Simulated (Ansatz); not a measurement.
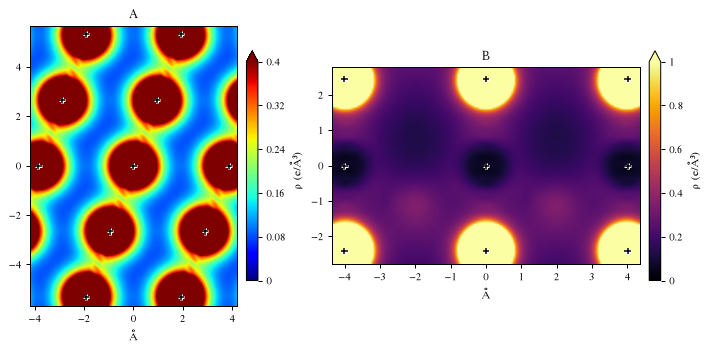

The valence electron density of 2 systems, each on a plane through atoms (crosses mark nuclei in the plane).

These are results of DFT PBEsol, scalar-relativistic, plane waves, PAW (Ansatz 0.2.0), not measurements.

System 1: Ge, the (111) plane of the conventional cell. Space group Cmmm; a structure from a database of computed crystals, not necessarily the ambient phase; changed on purpose from its base cell (strain -0.015 along x and y, +0.030 along z, atoms carried along).

```
Ge
1.0
     2.72373    0.00000    0.00000
     0.00000    4.96342    0.00000
     0.00000    0.00000    2.72201
Ge
2
Direct
  0.00000 0.50000 0.00000
  0.50000 0.00000 0.00000
```

System 2: Al3Ni2, the (100) plane of the conventional cell. Space group P-3m1; a structure from a database of computed crystals, not necessarily the ambient phase; computed without spin polarisation.

```xyz
5
Lattice="4.0031 0.0000 0.0000 -2.0016 3.4668 0.0000 0.0000 0.0000 4.8595" Properties=species:S:1:pos:R:3 pbc="T T T"
Al    0.0000    0.0000    0.0000
Al    0.0000    2.3112    3.1479
Al    2.0016    1.1556    1.7116
Ni    0.0000    2.3112    0.7074
Ni    2.0016    1.1556    4.1521
```

Match each panel to its system.

Panel A is system 1, Ge: the plane holds Ge. Ge–Ge (2.83 Å): ρ is about 0.21 e/Å³ halfway. Panel B is system 2, Al3Ni2: the plane holds Al and Ni. Al–Ni (2.42 Å): ρ at the midpoint is about 0.34 e/Å³.
